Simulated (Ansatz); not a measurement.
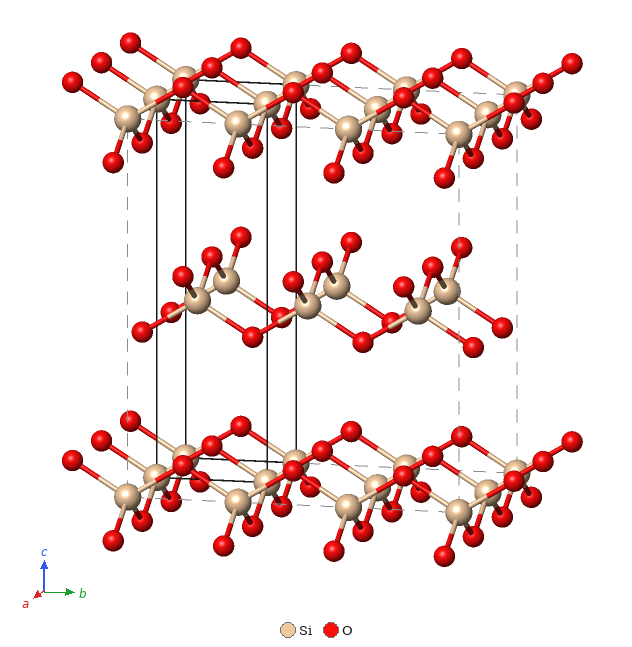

Crystal structure, ball-and-stick style, seen slightly off an axis. The conventional unit cell (solid box) is repeated to 2×3×1 cells. Some neighbours outside the box are added.

SiO2, space group P4_2/nmc (No. 137), a = 2.84 Å, b = 2.84 Å, c = 9.55 Å, α = 90.00°, β = 90.00°, γ = 90.00°.

Results below were computed with DFT PBE, scalar-relativistic, plane waves, PAW (Ansatz 0.2.0); the settings were a kinetic-energy cutoff of 420 eV, k-points about 0.26 Å⁻¹ apart, Gaussian smearing of 0.02 eV, no spin polarisation.

Q: Does it come out as a metal, or with a gap?

A: An insulator at this level, with a gap of 5.03 eV on the k-mesh (the true edges may lie between mesh points, so the gap can be somewhat smaller).

Origin of the cell: a structure listed in the Materials Project, with elements exchanged, so it need not be a known form of the compound. The picture shows the end point of a geometry optimisation with DFT PBE, scalar-relativistic, plane waves, PAW in Ansatz.
